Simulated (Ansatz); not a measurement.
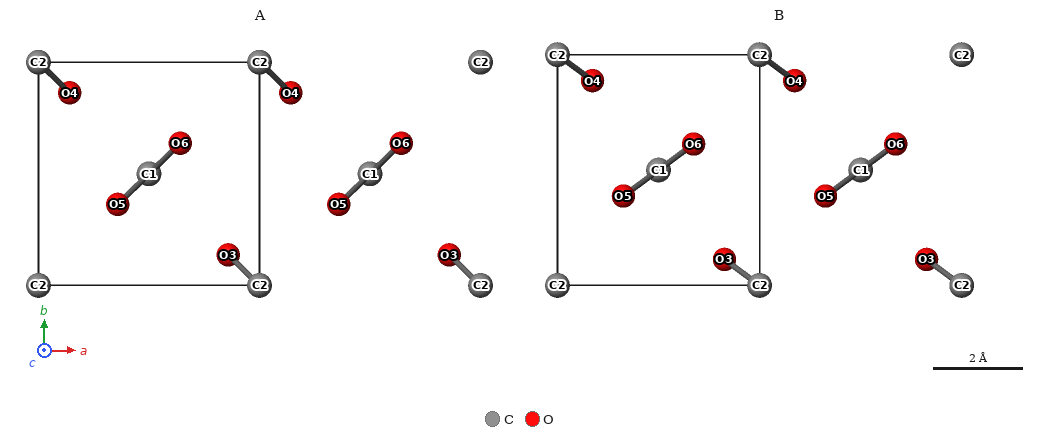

Two geometries of a crystal of CO2 (built on the MgF2-58 type type), drawn at one scale. One is the start of a relaxation, the other its converged end. Style: ball-and-stick. Shown: the cell of the calculation, repeated 2 × 1 × 1 with one cell outlined, along the c axis.

Method: Ansatz, DFT, r2SCAN+rVV10, plane waves, PAW. Set-up: plane-wave cutoff 500 eV; k-point mesh 6 × 6 × 10; occupations fermi dirac; smearing width 0.03 eV; no spin polarisation; cell and atoms relaxed; force threshold 0.01 eV/Å; at most 120 steps.

Which geometry has the lower energy?

Structure B is the relaxed one. Over 15 accepted moves (18 points after the start) the energy falls by 17.4 meV per cell of the calculation. The largest force component goes from 0.011 to 0.00074 eV/Å. Pressure: −1.23 GPa at the start and 0.00 GPa at the end. The line search rejected the trial step at point 13 of the run. At 2 points the geometry stayed and the basis and grid were re-selected for the new cell (energy shift of 3.0 meV per cell of the calculation at most each time). The largest moves relative to the cell, 0.20 Å, are those of O3, O4, O5 and O6. O4 goes along [3 2 0]. C stays in place. The volume changes by −5.5 %, with a 5.022 → 4.592 Å (−8.6 %), b 5.071 → 5.243 Å (+3.4 %), c 2.137 → 2.135 Å (−0.1 %). The space group stays Pnnm (No. 58). Cost: 2.3 min on 2 threads of Arm Neoverse V2 (shared host), peak memory 0.63 GiB.
